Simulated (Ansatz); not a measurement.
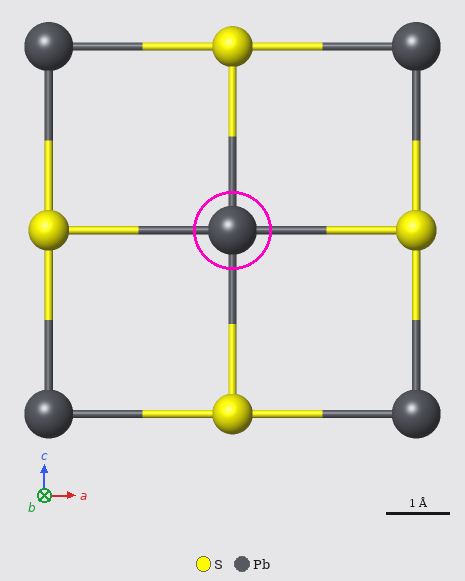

Perfect PbS. Style: ball-and-stick. Shown: the atoms within 4.6 Å of one point, in a slice 4.2 Å thick across the line of sight, along the b axis.

All numbers below come from DFT, PBEsol, PAW, plane waves in Ansatz 0.2.0. Settings: plane-wave cutoff 420 eV; k-point mesh 1 × 1 × 1; mesh shifted by (0.25, 0.25, 0.25); collinear spin. Fermi-Dirac smearing of 0.01 eV. A uniform background neutralises the charged cell. The axes drawn are those of the host's conventional cell.

A lead atom is replaced by sulfur at the ringed place, in charge state −1. The supercell has 64 sites, and the atoms are relaxed at the host's cell.

How do the neighbours respond?

In the host the Pb atom has 6 S at 2.95 Å; the S atom ends with 6 S at 2.92 to 3.03 Å. Of the host's atoms, a lead atom moves furthest from its site, by 0.08 Å. The cell's net moment is 1.00 μB.

The relaxed defect, seen from the same direction:

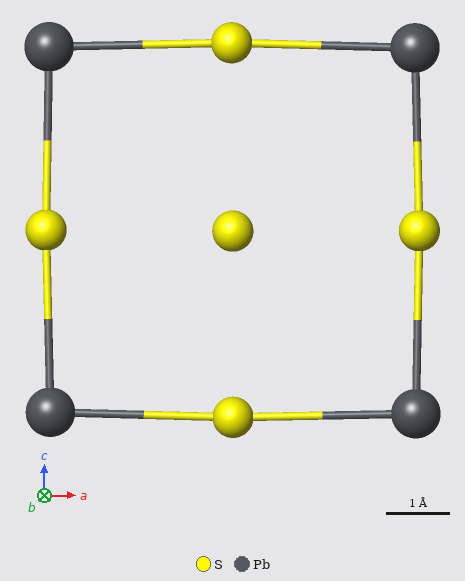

Limits of the set-up: the cell is charged, on a uniform background, and energies carry no finite-size correction.
